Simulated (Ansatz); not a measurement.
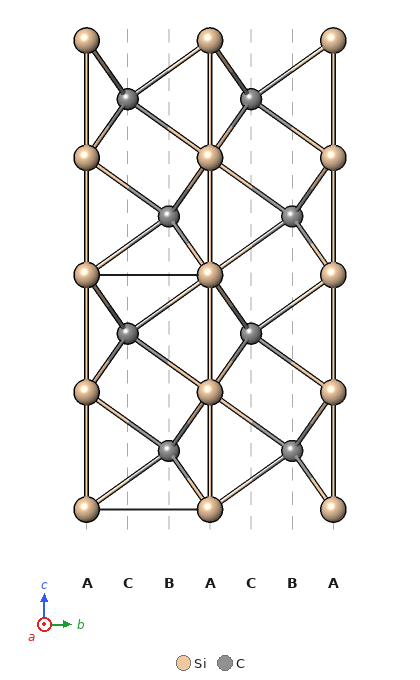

Projection along an edge of the hexagonal mesh, stacking direction c upwards. The dashed lines mark the three columns A (0, 0), B (1/3, 2/3) and C (2/3, 1/3). The sequence starts with the first layer at or above the cell's origin.

SiC (space group P6_3/mmc, No. 194): the input geometry of an electronic-structure calculation (not necessarily at equilibrium); the starting structure was generated, so it need not be a known form of this composition.

List the layers of one repeat.

Si(A) – C(B) – Si(A) – C(C) (four layers in 4.70 Å).

Heights of the layers:

```
layer  atoms (column)  height (Å)  to next (Å)
    1           Si(A)        0.00         1.18
    2            C(B)        1.18         1.18
    3           Si(A)        2.35         1.18
    4            C(C)        3.53         1.18
```
